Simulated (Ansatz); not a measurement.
**Mending a geometry relaxation on TaC$_{3}$**

System: TaC$_{3}$ (Amm2, 4 atoms in the cell).
Method of the first run: DFT, PBE, plane waves, PAW, no spin polarisation (Ansatz 0.2.0).

The structure was built on a prototype by a generator; it need not be a known phase. The run did not end well. Text and figures count atoms from 1; the logs count them from 0 in places.

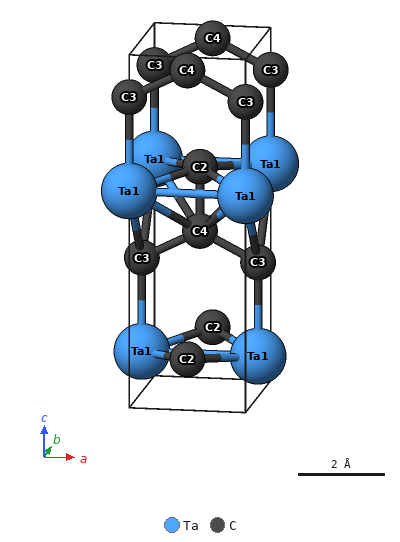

Fig. 1: The starting structure (ball-and-stick view of the cell 2 times as large as that of the calculation, set on its symmetry axes, seen slightly off an axis; atoms are numbered from 1 in the order of the input).

**Input file, the first run**
```yaml
crystal:
  lattice:
    - [2.7550408045, 0.0, 0.0]
    - [0.0, 1.649778445, 4.231516856]
    - [0.0, -1.649778445, 4.231516856]
  atoms:
    - { symbol: Ta, position: [0.0, 0.614416058, 0.614416058] }
    - { symbol: C, position: [0.5, 0.1442320056, 0.1442320056] }
    - { symbol: C, position: [0.0, 0.8801095812, 0.8801095812] }
    - { symbol: C, position: [0.5, 0.9625551779, 0.9625551779] }
basis:
  ecutwfc: 420
kpoints:
  mp_grid: { grid: [16, 16, 16] }
hamiltonian:
  xc: pbe
scf:
  occupations: { method: gaussian, width: 0.1 }
  max_iter: 75
output:
  forces: true
  eigenvalues: true
  stress: true
relax:
  adjacent_minimum: "off"
  f_tol: 0.01
  max_steps: 1
  cell: { stress_tol: 0.05 }
```

Command:
```bash
ansatz run input.yaml --threads 1 --pin off --max-ram 2560MiB --backend cpu --events-out ev --progress --plain --runs-dir out
```

Hardware: 1 thread of Intel Xeon (Granite Rapids), 192 GiB of memory available, shared host.

**Output, shortened to warnings, some set-up lines, iterations and results (the first run)**
```
Error: variable-cell relaxation did not converge after 1 steps: max|allowed force component| = 7.63e-2 eV/Å (threshold 1.0e-2), largest principal stress residual = 1.58e0 GPa on the free part of the cell (threshold 5.0e-2). Raise `relax.max_steps` over both its present limit and 1, loosen the thresholds, or start from a cell closer to the target (`relax.cell.p_target` or …
Basis set: ecut = 420 eV, 751 PW (Γ), exchange–correlation on 40×64×64 points (8 copies of the dense FFT grid, shifted against one another)
Symmetry: 4 space group operations
k-points: 657 of 4096 (time reversal used)
Initial density: superposition of atomic densities (neutral atoms: chi_scale 0, normalization atom), corrected by the library's trained network
[...]
SCF iter   1: F=—  HF=-10682.492066 eV  |F-HF|=—  |Δ(HF+E_count)|=         —  Δρ=9.96e-3  dr2=2.41e-2  ethr=1.77e-3  ⟨swp⟩=5.9  Hψ=59052  notcnv=0
SCF iter   2: F=—  HF=-10682.491864 eV  |F-HF|=—  |Δ(HF+E_count)|=   2.02e-4  Δρ=5.95e-3  dr2=1.13e-2  ethr=9.63e-5  ⟨swp⟩=1.0  Hψ=16431  notcnv=0
SCF iter   3: F=—  HF=-10682.490731 eV  |F-HF|=—  |Δ(HF+E_count)|=   1.13e-3  Δρ=6.23e-4  dr2=6.50e-5  ethr=4.53e-5  ⟨swp⟩=2.3  Hψ=15404  notcnv=0
SCF iter   4: F=—  HF=-10682.490746 eV  |F-HF|=—  |Δ(HF+E_count)|=   1.53e-5  Δρ=1.56e-4  dr2=6.07e-6  ethr=2.60e-7  ⟨swp⟩=2.0  Hψ=16706  notcnv=0
SCF iter   5: F=—  HF=-10682.490745 eV  |F-HF|=—  |Δ(HF+E_count)|=   8.71e-7  Δρ=3.55e-5  dr2=6.88e-7  ethr=2.43e-8  ⟨swp⟩=2.0  Hψ=16533  notcnv=0
SCF iter   6: F=—  HF=-10682.490745 eV  |F-HF|=—  |Δ(HF+E_count)|=   2.69e-7  Δρ=1.15e-5  dr2=4.81e-8  ethr=2.75e-9  ⟨swp⟩=2.2  Hψ=16710  notcnv=0
SCF iter   7: F=—  HF=-10682.490745 eV  |F-HF|=—  |Δ(HF+E_count)|=   1.47e-9  Δρ=2.55e-6  dr2=8.91e-10  ethr=1.92e-10  ⟨swp⟩=2.1  Hψ=16455  notcnv=0
SCF iter   8: F=-10682.490745 eV  HF=-10682.490745 eV  |F-HF|=2.00e-11  |Δ(HF+E_count)|=   1.21e-9  Δρ=4.45e-7  dr2=3.85e-11  ethr=1.00e-12  ⟨swp⟩=5.0  Hψ=54738  notcnv=0
SCF 1 converged in 8 iterations: F = -10682.490745 eV  dr2 = 3.85e-11
relax step   1: F+E_penalty+E_count = -10682.49074531 eV  Δ(F+E_penalty+E_count) = +0.000e0 eV  max|allowed force component| = 7.633e-2 eV/Å  Δτ_max = 0.0000 Å  P = -0.042 …
Step failed. What follows is not a result of the run: it is the report of the last solve that finished, which converged after 8 SCF iterations.
Free energy (F): -10682.490745 eV
Harris-Foulkes:  -10682.490745 eV  (|F-HF|=2.00e-11)
Internal energy: -10682.487096 eV  (E = F + TS)
E sigma→0 (E₀):  -10682.488921 eV
Entropy (-TS):   -0.003649 eV (-0.912 meV/atom)
Fermi energy:    14.761147 eV
--- Per-component energies (eV) ---
  E_band       = -100.437300
  E_kinetic    = 634.133117
  E_local      = -993.612070  (includes V_loc(G=0)·N_el)
  E_nonlocal   = 95.026825
  E_hartree    = 339.851102
  E_xc         = -362.893890
  E_vxc        = -383.151112  (∫ρ·V_xc dr)
  E_paw        = -8693.855073  (= ΣΔE_a)
  E_vpaw       = -132.536384  (= ΣTr[D̂ρ^β])
  E_aug_tail   = 0.000155  (compensation charges beyond the density's cutoff)
  E_ewald      = -1701.137262
  E_smearing   = -0.003649  (= −TS)
  E_closure    = 0.000000  (closes the sum)
  Σ components = -10682.490745   (vs F -10682.490745, Δ=0.00e0)
--- Forces (eV/Å), atoms counted from 1 ---
  atom   1  Ta     0.00000000     0.00000000     0.03685211
  atom   2  C      0.00000000     0.00000000     0.02558754
  atom   3  C      0.00000000     0.00000000    -0.07632858
  atom   4  C      0.00000000     0.00000000     0.01389071
  max |Σ_I F_I| component: 1.78e-6 eV/Å
--- Stress (GPa, compression-positive) ---
        1.565383       0.000000       0.000000
        0.000000      -1.408351       0.000000
        0.000000       0.000000      -0.282330
  P = ⅓ Tr σ = -0.0418 GPa (-0.418 kbar)
End of that report.
this run last wrote the structure of step 1 to [file]
Error: variable-cell relaxation did not converge after 1 steps: max|allowed force component| = 7.63e-2 eV/Å (threshold 1.0e-2), largest principal stress residual = 1.58e0 GPa on the free part of the cell (threshold 5.0e-2). Raise `relax.max_steps` over both its present limit and 1, loosen the …
```

**What went wrong, and how is the input to be mended?**

The input was spoiled on purpose: too few relaxation steps (`relax.max_steps`). The optimiser stops before the forces are small. The run did not converge: “variable-cell relaxation did not converge after 1 steps: max|allowed force component| = 7.63e-2 eV/Å (threshold 1.0e-2), largest principal stress residual = 1.58e0 GPa on the free part of the cell (threshold 5.0e-2). Raise `relax.max_steps` over both its present limit and 1, loosen the thresholds, or start from a cell closer to the target (`relax.cell.p_target` or `relax.cell.sigma_target`) …” Its last values are not results. Likely cause: The residual was still falling when the limit of 75 iterations cut the run off.

A run of the same system that converges differs from this input as follows (lines with − go, lines with + come):
```diff
-  max_iter: 75
-  max_steps: 1
+  max_steps: 80
```

**Output, shortened to warnings, some set-up lines, iterations and results (the second run)**
```
Basis set: ecut = 420 eV, 751 PW (Γ), exchange–correlation on 40×64×64 points (8 copies of the dense FFT grid, shifted against one another)
Symmetry: 4 space group operations
k-points: 657 of 4096 (time reversal used)
Initial density: superposition of atomic densities (neutral atoms: chi_scale 0, normalization atom), corrected by the library's trained network
[...]
SCF iter   1: F=—  HF=-10682.492066 eV  |F-HF|=—  |Δ(HF+E_count)|=         —  Δρ=9.96e-3  dr2=2.41e-2  ethr=1.77e-3  ⟨swp⟩=5.9  Hψ=59052  notcnv=0
SCF iter   2: F=—  HF=-10682.491864 eV  |F-HF|=—  |Δ(HF+E_count)|=   2.02e-4  Δρ=5.95e-3  dr2=1.13e-2  ethr=9.63e-5  ⟨swp⟩=1.0  Hψ=16431  notcnv=0
SCF iter   3: F=—  HF=-10682.490731 eV  |F-HF|=—  |Δ(HF+E_count)|=   1.13e-3  Δρ=6.23e-4  dr2=6.50e-5  ethr=4.53e-5  ⟨swp⟩=2.3  Hψ=15404  notcnv=0
SCF iter   4: F=—  HF=-10682.490745 eV  |F-HF|=—  |Δ(HF+E_count)|=   1.41e-5  Δρ=1.56e-4  dr2=6.07e-6  ethr=2.60e-7  ⟨swp⟩=2.0  Hψ=16711  notcnv=0
SCF iter   5: F=—  HF=-10682.490745 eV  |F-HF|=—  |Δ(HF+E_count)|=   6.82e-7  Δρ=3.55e-5  dr2=6.88e-7  ethr=2.43e-8  ⟨swp⟩=2.0  Hψ=16535  notcnv=0
[... 32 lines ...]
SCF iter   6: F=-10682.492695 eV  HF=-10682.492695 eV  |F-HF|=7.28e-12  |Δ(HF+E_count)|=    0.00e0  Δρ=2.89e-8  dr2=1.21e-13  ethr=1.00e-12  ⟨swp⟩=1.0  Hψ=11169  notcnv=0
SCF iter   7: F=-10682.492695 eV  HF=-10682.492695 eV  |F-HF|=3.64e-12  |Δ(HF+E_count)|=    0.00e0  Δρ=6.55e-9  dr2=1.20e-14  ethr=1.00e-12  ⟨swp⟩=1.0  Hψ=11169  notcnv=0
SCF iter   8: F=-10682.492695 eV  HF=-10682.492695 eV  |F-HF|=3.64e-12  |Δ(HF+E_count)|=  1.82e-12  Δρ=1.69e-9  dr2=2.84e-16  ethr=1.00e-12  ⟨swp⟩=1.9  Hψ=26188  notcnv=0
SCF 5 converged in 8 iterations: F = -10682.492695 eV  dr2 = 2.84e-16
relax step   5: F+E_penalty+E_count = -10682.49269464 eV  Δ(F+E_penalty+E_count) = +2.690e-4 eV  max|allowed force component| = 6.061e-3 eV/Å  Δτ_max = 0.0000 Å  P = -0.022 …
basis re-selected at this cell: Δ(F+E_penalty+E_count) = +2.690e-4 eV, ΔP = -0.009 GPa vs the last step (what re-selecting the basis moved, of the pressure what is left beyond the Pulay correction that the steps carried, after the strain that the cell walked since its last selection, with what the …
SCF converged after 8 iterations
Free energy (F): -10682.492695 eV
Harris-Foulkes:  -10682.492695 eV  (|F-HF|=3.64e-12)
Internal energy: -10682.488648 eV  (E = F + TS)
E sigma→0 (E₀):  -10682.490671 eV
Entropy (-TS):   -0.004046 eV (-1.012 meV/atom)
Fermi energy:    14.805630 eV
--- Per-component energies (eV) ---
  E_band       = -99.126570
  E_kinetic    = 634.081940
  E_local      = -988.722631  (includes V_loc(G=0)·N_el)
  E_nonlocal   = 94.987121
  E_hartree    = 338.117753
  E_xc         = -362.909501
  E_vxc        = -383.174082  (∫ρ·V_xc dr)
  E_paw        = -8693.850179  (= ΣΔE_a)
  E_vpaw       = -132.534572  (= ΣTr[D̂ρ^β])
  E_aug_tail   = 0.000150  (compensation charges beyond the density's cutoff)
  E_ewald      = -1704.193301
  E_smearing   = -0.004046  (= −TS)
  E_closure    = -0.000000  (closes the sum)
  Σ components = -10682.492695   (vs F -10682.492695, Δ=0.00e0)
--- Forces (eV/Å), atoms counted from 1 ---
  atom   1  Ta     0.00000000    -0.00000000    -0.00223427
  atom   2  C      0.00000000     0.00000000    -0.00552900
  atom   3  C      0.00000000    -0.00000000     0.00170208
  atom   4  C      0.00000000     0.00000000     0.00606119
  max |Σ_I F_I| component: 4.66e-9 eV/Å
--- Stress (GPa, compression-positive) ---
        0.015538      -0.000000       0.000000
       -0.000000      -0.042606       0.000000
        0.000000       0.000000      -0.039384
  P = ⅓ Tr σ = -0.0222 GPa (-0.222 kbar)
--- Relaxed structure (4 steps of the walk, 4 accepted, 1 SCFs on fresh bases) ---
  F+E_penalty+E_count = -10682.49269464 eV   max|allowed force component| = 6.061e-3 eV/Å   (the final SCF, on the basis selected at the relaxed cell)
  cell:  # Å, volume = 38.3561 Å³
    - [2.7668239259962366, 0.0, 0.0]
    - [0.0, 1.640015689838173, 4.226438200324093]
    - [0.0, -1.640015689838173, 4.226438200324093]
  atoms:
    - { symbol: Ta, position: [0.0, 0.6142042330026183, 0.6142042330026183] }
    - { symbol: C, position: [0.5000000000000001, 0.1446365610785928, 0.1446365610785928] }
[...]
```

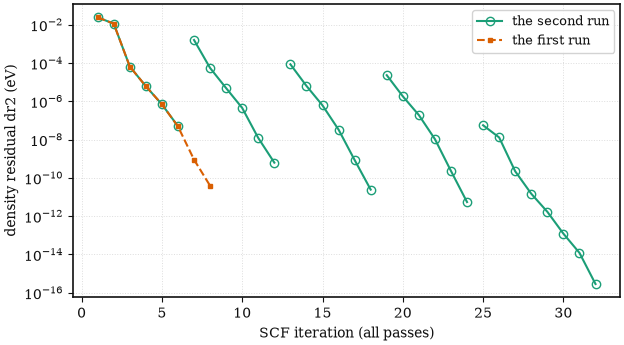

Fig. 2: Convergence of the two runs: density residual dr2 against the SCF iteration. A break in a curve parts two SCF passes. The second run takes 32 iterations in all, and the first run stops after 8.

**The two runs side by side**

```csv
quantity,the first run,the second run
outcome,not converged,converged
free energy per atom (eV),–,−2670.6232
gap on the mesh (eV),–,0.00
pressure (GPa),–,−0.02
volume per atom (Å³),–,9.59
largest force (eV/Å),–,0.006
SCF iterations,–,32
irreducible k-points,–,657
wall time (shared host),24 s,1.8 min
```

Notes on the second run: Spin–orbit coupling is left out, which matters for Ta.
